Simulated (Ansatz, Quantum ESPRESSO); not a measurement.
# Ballistic conductance of 12 planar junctions in two codes

Do pwcond's layer matching and a second code's give the same conductance at the Fermi level?

How it was computed: Quantum ESPRESSO 7.5 (pw.x, pwcond.x; lead and junction from one periodic cell, ewind 4 Ry, epsproj 1e-5, nz1 7) and Ansatz 0.2.0 (PAW) on the same atoms and the same mesh across the current. Geometries are as built. G counts both spins, in G₀ = 2e²/h = 77.48 µS.

Results:

```tsv
junction	level of pw.x	lead channels per spin	pwcond (G₀)	Ansatz (G₀)	ratio	area over G (fΩ m²)
2 layers of Mo in Pb(111), on the host's sites	PBE, GBRV ultrasoft	1.34	0.694	0.692	1.00	2.04
1 layer of Mo in Au(111), on the host's sites	PBE, JTH PAW	0.89	0.677	0.676	1.00	1.44
vacuum gap of 4.0 Å between two Pb(111) faces ‡	PBE, GBRV ultrasoft	1.34	0.66	0.664	0.99	2.14
vacuum gap of 3.5 Å between two Li(100) faces	LDA, GBRV ultrasoft	1.29	0.639	0.63	1.01	2.39
vacuum gap of 4.0 Å between two Na(100) faces	PBE, GBRV ultrasoft	1.21	0.637	0.638	1.00	3.58
4 layers of Au in Rh(100), on the host's sites	PBE, JTH PAW	2.31	0.633	0.636	1.00	1.49
vacuum gap of 4.0 Å between two Na(110) faces	PBE, GBRV ultrasoft	0.86	0.632	0.633	1.00	2.55
4 layers of Pt in Li(100), on the host's sites	PBE, GBRV ultrasoft	1.20	0.627	0.628	1.00	2.44
3 layers of Pd in Nb(100), on the host's sites ‡	PBE, GBRV ultrasoft	2.73	0.595	0.6	0.99	2.39
1 layer of Mo in Al(111), on the host's sites	PBE, GBRV ultrasoft	1.14	0.593	0.566	1.05	1.54
4 layers of V in Al(111), on the host's sites	PBE, GBRV ultrasoft	1.26	0.579	0.618	0.94	1.57
vacuum gap of 3.5 Å between two Li(110) faces	LDA, GBRV ultrasoft	0.92	0.569	0.575	0.99	1.9
```

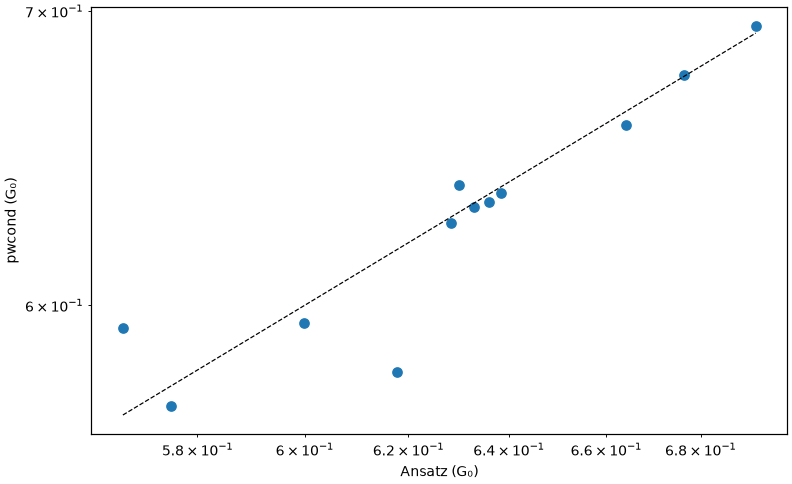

Conductance by pwcond against that by Ansatz.

What this shows: The conductance spans 0.569 to 0.694 G₀. The codes agree within 5 % on 11 and within 15 % on 12 of 12 junctions; the widest gap is a ratio of 0.94 (4 layers of V in Al(111), on the host's sites). By hand, for the first row: A/G = 10.956e−20 m² / (0.694 × 7.748e−5 S) = 2.04 fΩ m².

What the numbers leave out: ‡ marks rows that fail one of these tests: mean channel counts within 15 %, counts alike on 88 % of the mesh's weight, T within a factor of two, a step under 100 meV across the lead's period. They stay in the counts above, and unmarked rows can lie close to these limits. Rows without a moment ran or ended unpolarised, and spin-orbit coupling is left out. Leads are short, and the mesh across the current differs between rows and was not tested: the channel count of one lead shows how much it matters. Vacuum gaps count between atomic planes. Rows were grouped by the size of G.

[Logs are printed without paths, hosts, clocks, repeated set-up lines and the standing remarks that a program may print on its own settings, such as how far it seeks lower states.]
